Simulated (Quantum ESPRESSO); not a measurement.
# Run report: Ag, band-structure run (part 1 of 2)

- system: Ag (Im-3m, 1 atom in the cell)
- method: Kohn-Sham DFT of a periodic cell, PBEsol, GBRV 1.5 PBEsol, no spin polarisation (Quantum ESPRESSO 7.5)

The structure derives from a Materials Project entry.

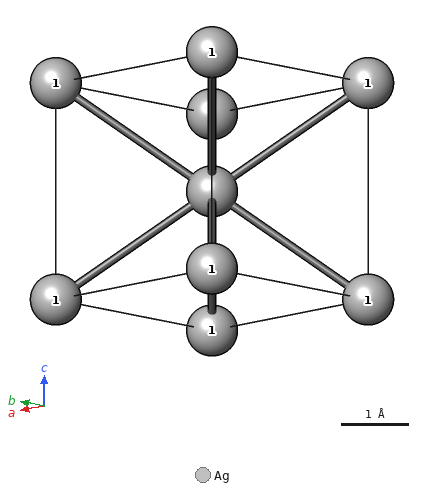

*The structure as given in the input (ball-and-stick view of the cell 2 times as large as that of the calculation, set on its symmetry axes, seen at an oblique angle; atoms are numbered from 1 in the order of the input). An atom can appear more than once, as a periodic image.*

**Input**
```
&CONTROL
  calculation = 'scf'
  prefix = 'pwscf'
  outdir = './tmp'
  pseudo_dir = './pseudo'
  tprnfor = .true.
  tstress = .true.
  disk_io = 'low'
/
&SYSTEM
  ibrav = 0
  nat = 1
  ntyp = 1
  ecutwfc = 56
  ecutrho = 448
  nbnd = 16
  occupations = 'smearing'
  smearing = 'fd'
  degauss = 0.00367493
/
&ELECTRONS
  conv_thr = 2d-10
  electron_maxstep = 120
  mixing_beta = 0.5
/
ATOMIC_SPECIES
Ag   107.8682 ag_pbesol_v1.4.uspp.F.UPF
CELL_PARAMETERS angstrom
  -1.6556540000    1.6556540000    1.6556540000
   1.6556540000   -1.6556540000    1.6556540000
   1.6556540000    1.6556540000   -1.6556540000
ATOMIC_POSITIONS crystal
Ag     0.0000000000    0.0000000000    0.0000000000
K_POINTS automatic
11 11 11 0 0 0
```

**File bands.in**
```
&CONTROL
  calculation = 'bands'
  prefix = 'pwscf'
  outdir = './tmp'
  pseudo_dir = './pseudo'
  disk_io = 'low'
  verbosity = 'high'
/
&SYSTEM
  ibrav = 0
  nat = 1
  ntyp = 1
  ecutwfc = 56
  ecutrho = 448
  nbnd = 16
  occupations = 'smearing'
  smearing = 'fd'
  degauss = 0.00367493
/
&ELECTRONS
  conv_thr = 1d-08
  electron_maxstep = 120
  mixing_beta = 0.5
  diago_full_acc = .true.
  startingwfc = 'random'
/
ATOMIC_SPECIES
Ag   107.8682 ag_pbesol_v1.4.uspp.F.UPF
CELL_PARAMETERS angstrom
  -1.6556540000    1.6556540000    1.6556540000
   1.6556540000   -1.6556540000    1.6556540000
   1.6556540000    1.6556540000   -1.6556540000
ATOMIC_POSITIONS crystal
Ag     0.0000000000    0.0000000000    0.0000000000
K_POINTS crystal
60
 0.0000000000  0.0000000000  0.0000000000 1
 0.0416666667 -0.0416666667  0.0416666667 1
 0.0833333333 -0.0833333333  0.0833333333 1
 0.1250000000 -0.1250000000  0.1250000000 1
 0.1666666667 -0.1666666667  0.1666666667 1
 0.2083333333 -0.2083333333  0.2083333333 1
 0.2500000000 -0.2500000000  0.2500000000 1
 0.2916666667 -0.2916666667  0.2916666667 1
 0.3333333333 -0.3333333333  0.3333333333 1
 0.3750000000 -0.3750000000  0.3750000000 1
 0.4166666667 -0.4166666667  0.4166666667 1
 0.4583333333 -0.4583333333  0.4583333333 1
 0.5000000000 -0.5000000000  0.5000000000 1
 0.4375000000 -0.4375000000  0.5000000000 1
 0.3750000000 -0.3750000000  0.5000000000 1
 0.3125000000 -0.3125000000  0.5000000000 1
 0.2500000000 -0.2500000000  0.5000000000 1
 0.1875000000 -0.1875000000  0.5000000000 1
 0.1250000000 -0.1250000000  0.5000000000 1
 0.0625000000 -0.0625000000  0.5000000000 1
 0.0000000000  0.0000000000  0.5000000000 1
 0.0000000000  0.0000000000  0.4444444444 1
 0.0000000000  0.0000000000  0.3888888889 1
 0.0000000000  0.0000000000  0.3333333333 1
 0.0000000000  0.0000000000  0.2777777778 1
 0.0000000000  0.0000000000  0.2222222222 1
 0.0000000000  0.0000000000  0.1666666667 1
 0.0000000000  0.0000000000  0.1111111111 1
 0.0000000000  0.0000000000  0.0555555556 1
 0.0000000000  0.0000000000  0.0000000000 1
 0.0227272727  0.0227272727  0.0227272727 1
 0.0454545455  0.0454545455  0.0454545455 1
 0.0681818182  0.0681818182  0.0681818182 1
 0.0909090909  0.0909090909  0.0909090909 1
 0.1136363636  0.1136363636  0.1136363636 1
 0.1363636364  0.1363636364  0.1363636364 1
 0.1590909091  0.1590909091  0.1590909091 1
 0.1818181818  0.1818181818  0.1818181818 1
 0.2045454545  0.2045454545  0.2045454545 1
 0.2272727273  0.2272727273  0.2272727273 1
 0.2500000000  0.2500000000  0.2500000000 1
 0.2708333333  0.1875000000  0.2708333333 1
 0.2916666667  0.1250000000  0.2916666667 1
 0.3125000000  0.0625000000  0.3125000000 1
 0.3333333333  0.0000000000  0.3333333333 1
 0.3541666667 -0.0625000000  0.3541666667 1
 0.3750000000 -0.1250000000  0.3750000000 1
 0.3958333333 -0.1875000000  0.3958333333 1
 0.4166666667 -0.2500000000  0.4166666667 1
 0.4375000000 -0.3125000000  0.4375000000 1
 0.4583333333 -0.3750000000  0.4583333333 1
 0.4791666667 -0.4375000000  0.4791666667 1
 0.5000000000 -0.5000000000  0.5000000000 1
 0.2500000000  0.2500000000  0.2500000000 1
 0.2083333333  0.2083333333  0.2916666667 1
 0.1666666667  0.1666666667  0.3333333333 1
 0.1250000000  0.1250000000  0.3750000000 1
 0.0833333333  0.0833333333  0.4166666667 1
 0.0416666667  0.0416666667  0.4583333333 1
 0.0000000000  0.0000000000  0.5000000000 1
```

Hardware: 2 threads of Arm Neoverse V2, 24 GiB of memory available, shared host.

Launched with:
```bash
OMP_NUM_THREADS=1 mpirun -n 2 pw.x -nk 2 -in pw.in > pw.out
OMP_NUM_THREADS=1 mpirun -n 2 pw.x -nk 2 -in bands.in > bands.out
```

**Output**
```
This program is part of the open-source Quantum ESPRESSO suite
     for quantum simulation of materials; please cite
         "P. Giannozzi et al., J. Phys.:Condens. Matter 21 395502 (2009);
         "P. Giannozzi et al., J. Phys.:Condens. Matter 29 465901 (2017);
         "P. Giannozzi et al., J. Chem. Phys. 152 154105 (2020);
          URL
     in publications or presentations arising from this work. More details at

     Message from routine setup:
     using ibrav=0 with symmetry is DISCOURAGED, use correct ibrav instead

     K-points division:     npool     =       2
     Subspace diagonalization in iterative solution of the eigenvalue problem:
     a serial algorithm will be used

     G-vector sticks info
     --------------------
     sticks:   dense  smooth     PW     G-vecs:    dense   smooth      PW
     Sum         981     487    165                19477     6963    1289

     Using Slab Decomposition

     bravais-lattice index     =            0
     lattice parameter (alat)  =       5.4191  a.u.
     unit-cell volume          =     122.5083 (a.u.)^3
     number of atoms/cell      =            1
     number of atomic types    =            1
     number of electrons       =        19.00
     number of Kohn-Sham states=           16
     kinetic-energy cutoff     =      56.0000  Ry
     charge density cutoff     =     448.0000  Ry
     scf convergence threshold =      2.0E-10
     mixing beta               =       0.5000
     number of iterations used =            8  plain     mixing
     Exchange-correlation= SLA  PW   PSX  PSC
                           (   1   4  10   8   0   0   0)

     celldm(1)=   5.419124  celldm(2)=   0.000000  celldm(3)=   0.000000
     celldm(4)=   0.000000  celldm(5)=   0.000000  celldm(6)=   0.000000

     crystal axes: (cart. coord. in units of alat)
               a(1) = (  -0.577350   0.577350   0.577350 )
               a(2) = (   0.577350  -0.577350   0.577350 )
               a(3) = (   0.577350   0.577350  -0.577350 )

     reciprocal axes: (cart. coord. in units 2 pi/alat)
               b(1) = ( -0.000000  0.866025  0.866025 )
               b(2) = (  0.866025 -0.000000  0.866025 )
               b(3) = (  0.866025  0.866025  0.000000 )

     PseudoPot. # 1 for Ag read from file:
     ag_pbesol_v1.4.uspp.F.UPF
     Pseudo is Ultrasoft + core correction, Zval = 19.0
     Generated by new atomic code, or converted to UPF format
     Using radial grid of  887 points,  6 beta functions with:
                l(1) =   0
                l(2) =   0
                l(3) =   1
                l(4) =   1
                l(5) =   2
                l(6) =   2
     Q(r) pseudized with  6 coefficients,  rinner =    1.300   1.300   1.300
                                                       1.300   1.300

     atomic species   valence    mass     pseudopotential
     Ag               19.00   107.86820     Ag( 1.00)

     48 Sym. Ops., with inversion, found

   Cartesian axes

     site n.     atom                  positions (alat units)
         1        Ag     tau(   1) = (   0.0000000   0.0000000   0.0000000  )

     number of k points=    56  Fermi-Dirac smearing, width (Ry)=  0.0037
                       cart. coord. in units 2pi/alat
        k(    1) = (   0.0000000   0.0000000   0.0000000), wk =   0.0015026
        k(    2) = (   0.0787296   0.0787296   0.0000000), wk =   0.0180316
        k(    3) = (   0.1574592   0.1574592   0.0000000), wk =   0.0180316
        k(    4) = (   0.2361887   0.2361887   0.0000000), wk =   0.0180316
        k(    5) = (   0.3149183   0.3149183   0.0000000), wk =   0.0180316
        k(    6) = (   0.3936479   0.3936479   0.0000000), wk =   0.0180316
        k(    7) = (   0.1574592   0.0787296   0.0787296), wk =   0.0360631
        k(    8) = (   0.2361887   0.1574592   0.0787296), wk =   0.0721262
        k(    9) = (   0.3149183   0.2361887   0.0787296), wk =   0.0721262
        k(   10) = (   0.3936479   0.3149183   0.0787296), wk =   0.0721262
        k(   11) = (   0.4723775   0.3936479   0.0787296), wk =   0.0360631
        k(   12) = (   0.3149183   0.1574592   0.1574592), wk =   0.0360631
        k(   13) = (   0.3936479   0.2361887   0.1574592), wk =   0.0721262
        k(   14) = (   0.4723775   0.3149183   0.1574592), wk =   0.0721262
        k(   15) = (   0.4723775   0.2361887   0.2361887), wk =   0.0360631
        k(   16) = (   0.5511071   0.3149183   0.2361887), wk =   0.0360631
        k(   17) = (   0.1574592   0.1574592   0.1574592), wk =   0.0120210
        k(   18) = (   0.2361887   0.2361887   0.1574592), wk =   0.0360631
        k(   19) = (   0.3149183   0.3149183   0.1574592), wk =   0.0360631
        k(   20) = (   0.3936479   0.3936479   0.1574592), wk =   0.0360631
        k(   21) = (  -0.0000000  -0.0000000   0.1574592), wk =   0.0090158
        k(   22) = (   0.3149183   0.2361887   0.2361887), wk =   0.0360631
        k(   23) = (   0.3936479   0.3149183   0.2361887), wk =   0.0721262
        k(   24) = (   0.4723775   0.3936479   0.2361887), wk =   0.0360631
        k(   25) = (   0.0000000  -0.0787296   0.2361887), wk =   0.0360631
        k(   26) = (   0.4723775   0.3149183   0.3149183), wk =   0.0360631
        k(   27) = (  -0.0000000  -0.1574592   0.3149183), wk =   0.0360631
        k(   28) = (   0.0787296  -0.0787296   0.3149183), wk =   0.0360631
        k(   29) = (  -0.0000000  -0.2361887   0.3936479), wk =   0.0360631
        k(   30) = (   0.0787296  -0.1574592   0.3936479), wk =   0.0721262
        k(   31) = (  -0.0000000  -0.3149183   0.4723775), wk =   0.0360631
        k(   32) = (   0.0787296  -0.2361887   0.4723775), wk =   0.0721262
        k(   33) = (   0.1574592  -0.1574592   0.4723775), wk =   0.0360631
        k(   34) = (  -0.7872958  -0.3149183  -0.3149183), wk =   0.0360631
        k(   35) = (  -0.7085662  -0.2361887  -0.3149183), wk =   0.0721262
        k(   36) = (  -0.6298367  -0.2361887  -0.2361887), wk =   0.0120210
        k(   37) = (   0.3149183   0.3149183   0.3149183), wk =   0.0120210
        k(   38) = (   0.3936479   0.3936479   0.3149183), wk =   0.0360631
        k(   39) = (   0.0000000   0.0000000   0.3149183), wk =   0.0090158
        k(   40) = (   0.4723775   0.3936479   0.3936479), wk =   0.0120210
        k(   41) = (  -0.0000000  -0.0787296   0.3936479), wk =   0.0360631
        k(   42) = (  -0.0000000  -0.1574592   0.4723775), wk =   0.0360631
        k(   43) = (   0.0787296  -0.0787296   0.4723775), wk =   0.0360631
        k(   44) = (  -0.0000000  -0.2361887   0.5511071), wk =   0.0360631
        k(   45) = (   0.0787296  -0.1574592   0.5511071), wk =   0.0721262
        k(   46) = (  -0.7872958  -0.2361887  -0.2361887), wk =   0.0360631
        k(   47) = (  -0.7085662  -0.1574592  -0.2361887), wk =   0.0360631
        k(   48) = (  -0.0000000  -0.0000000   0.4723775), wk =   0.0090158
        k(   49) = (  -0.0000000  -0.0787296   0.5511071), wk =   0.0360631
        k(   50) = (  -0.0000000  -0.1574592   0.6298367), wk =   0.0360631
        k(   51) = (   0.0787296  -0.0787296   0.6298367), wk =   0.0360631
        k(   52) = (  -0.7872958  -0.1574592  -0.1574592), wk =   0.0360631
        k(   53) = (  -0.0000000  -0.0000000   0.6298367), wk =   0.0090158
        k(   54) = (  -0.0000000  -0.0787296   0.7085662), wk =   0.0360631
        k(   55) = (  -0.7872958  -0.0787296  -0.0787296), wk =   0.0120210
        k(   56) = (  -0.0000000  -0.0000000   0.7872958), wk =   0.0090158

     Dense  grid:    19477 G-vectors     FFT dimensions: (  40,  40,  40)

     Smooth grid:     6963 G-vectors     FFT dimensions: (  25,  25,  25)

     Initial potential from superposition of free atoms

     starting charge      18.5000, renormalised to      19.0000
     Starting wfcs are   13 randomized atomic wfcs +    3 random wfcs

     Self-consistent Calculation

     iteration #  1     ecut=    56.00 Ry     beta= 0.50
     Davidson diagonalization with overlap
     ethr =  1.00E-02,  avg # of iterations =  4.7

     total energy              =    -295.08446200 Ry
     estimated scf accuracy    <       1.27978833 Ry

     iteration #  2     ecut=    56.00 Ry     beta= 0.50
     Davidson diagonalization with overlap
     ethr =  6.74E-03,  avg # of iterations =  2.0

     total energy              =    -295.49864056 Ry
     estimated scf accuracy    <       0.29023719 Ry

     iteration #  3     ecut=    56.00 Ry     beta= 0.50
     Davidson diagonalization with overlap
     ethr =  1.53E-03,  avg # of iterations =  2.0

     total energy              =    -295.54762253 Ry
     estimated scf accuracy    <       0.00180800 Ry

     iteration #  4     ecut=    56.00 Ry     beta= 0.50
     Davidson diagonalization with overlap
     ethr =  9.52E-06,  avg # of iterations =  2.7

     total energy              =    -295.54824248 Ry
     estimated scf accuracy    <       0.00029930 Ry

     iteration #  5     ecut=    56.00 Ry     beta= 0.50
     Davidson diagonalization with overlap
     ethr =  1.58E-06,  avg # of iterations =  2.4

     total energy              =    -295.54831489 Ry
     estimated scf accuracy    <       0.00001359 Ry

     iteration #  6     ecut=    56.00 Ry     beta= 0.50
     Davidson diagonalization with overlap
     ethr =  7.15E-08,  avg # of iterations =  1.9

     total energy              =    -295.54831760 Ry
     estimated scf accuracy    <       0.00000004 Ry

     iteration #  7     ecut=    56.00 Ry     beta= 0.50
     Davidson diagonalization with overlap
     ethr =  1.85E-10,  avg # of iterations =  2.0

     total energy              =    -295.54831761 Ry
     estimated scf accuracy    <          6.7E-09 Ry

     iteration #  8     ecut=    56.00 Ry     beta= 0.50
     Davidson diagonalization with overlap
     ethr =  3.51E-11,  avg # of iterations =  2.0

     End of self-consistent calculation

          k = 0.0000 0.0000 0.0000 (   887 PWs)   bands (ev):

   -75.9149 -39.3390 -39.3390 -39.3390   8.4128  11.1629  11.1629  11.1629
    12.3853  12.3853  33.8039  33.8039  33.8039  38.9294  38.9295  39.3276

          k = 0.0787 0.0787 0.0000 (   893 PWs)   bands (ev):

   -75.9137 -39.3497 -39.3430 -39.3389   8.6706  11.1026  11.1737  11.3056
    12.3229  12.3899  32.8931  33.6154  33.9222  36.9660  37.1133  37.4104

          k = 0.1575 0.1575 0.0000 (   887 PWs)   bands (ev):

   -75.9107 -39.3781 -39.3534 -39.3385   9.3496  10.9444  11.2492  11.7067
    12.2189  12.4054  30.0336  32.4827  34.2134  34.9840  35.8762  37.0345

          k = 0.2362 0.2362 0.0000 (   874 PWs)   bands (ev):

   -75.9067 -39.4153 -39.3670 -39.3380   9.9183  10.7443  11.8497  12.2039
    12.2786  12.4332  26.4390  30.9391  32.6952  34.5405  35.6945  38.4691

          k = 0.3149 0.3149 0.0000 (   870 PWs)   bands (ev):

   -75.9031 -39.4493 -39.3795 -39.3376   9.9212  10.5669  12.2628  12.4664
    12.8637  13.4481  22.9643  29.7334  30.8990  34.7922  35.8340  40.6935

          k = 0.3936 0.3936 0.0000 (   858 PWs)   bands (ev):
```
